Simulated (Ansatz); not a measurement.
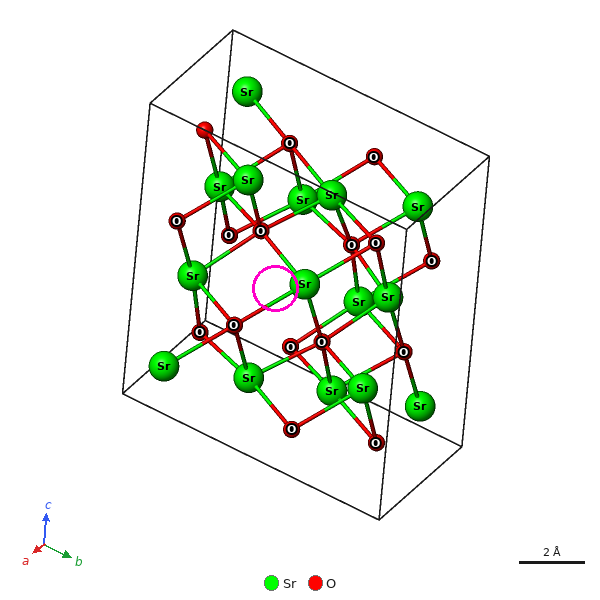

Drawn in the ball-and-stick manner and seen slightly off an axis. The edges of the supercell are marked. The host is SrO, in a cell of 32 sites, and the cell carries a charge of -2. A ring marks the defect's site.

How does this supercell depart from the perfect host?

Answer. A strontium vacancy. Around the empty site lie six O at about 2.8 Å.

Calculation details: DFT PBE, scalar-relativistic, plane waves, PAW (Ansatz 0.2.0); cutoff 420 eV, Brillouin-zone sampling on a 2×2×2 mesh, Gaussian smearing of 0.01 eV, collinear spins.

Is a magnetic moment found?

Answer. No net moment.

The atoms were relaxed in the host's cell with DFT PBE, scalar-relativistic, plane waves, PAW (Ansatz 0.2.0).
